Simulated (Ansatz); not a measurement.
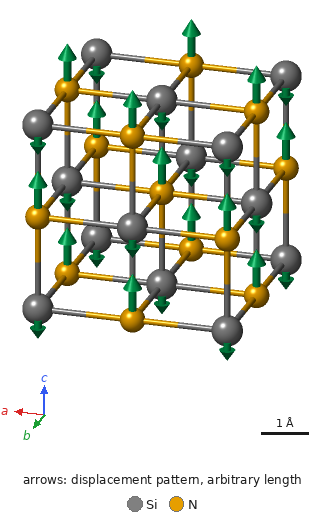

The lowest optical mode of a crystal of SiN (a generated structure), space group Fm-3m (No. 225), at the zone centre. Displacements are drawn as green arrows; their common scale and sign are arbitrary. A ball-and-stick model of the conventional cell (4 times the calculation's cell), seen from a free direction. Lengths and directions refer to the drawn axes.

Computed with DFT PBE, scalar-relativistic, plane waves, PAW in Ansatz.

The input:
```yaml
crystal:
  lattice:
    - [0.0, 2.1292453313, 2.1292453313]
    - [2.1292453313, 0.0, 2.1292453313]
    - [2.1292453313, 2.1292453313, 0.0]
  atoms:
    - { symbol: Si, position: [0.0, 0.0, 0.0] }
    - { symbol: "N", position: [0.5, 0.5, 0.5] }
basis:
  ecutwfc: 420
kpoints:
  mp_grid: { grid: [16, 16, 16] }
hamiltonian:
  xc: pbe
scf:
  occupations: { method: fermi_dirac, width: 0.15 }
output:
  eigenvalues: true
phonons:
  method: dfpt
  eigenvectors: true
  qmesh: [4, 4, 4]
  temperatures: { t_max: 1000, t_step: 100 }
  qpath:
    path:
      - [[0.0, 0.0, 0.0], [0.5, 0.0, 0.5], [0.625, 0.25, 0.625]]
      - [[0.375, 0.375, 0.75], [0.0, 0.0, 0.0], [0.5, 0.5, 0.5], [0.5, 0.25, 0.75], [0.5, 0.0, 0.5]]
    npoints: 8
```

Command:
```bash
ansatz run input.yaml --threads 2 --pin off --max-ram 7168MiB --backend cpu --events-out ev --progress --plain --runs-dir out
```

The frequencies depend somewhat on the k-mesh and the smearing.

Is the structure stable against all modes at this point?

No. This is the T₁u mode (triply degenerate; one member of the set is drawn) at 343i cm⁻¹, the only optical level, infrared-active by symmetry. The N sublattice moves against the Si sublattice, along c; it stretches the shortest N–Si bonds (2.13 Å); the kinetic energy is shared as N 67 %, Si 33 %. The crystal is a metal, so free carriers screen the infrared response. The frequency is imaginary, so the structure is unstable against this distortion. Freezing in the drawn pattern lowers the space group from Fm-3m to I4mm (No. 107).
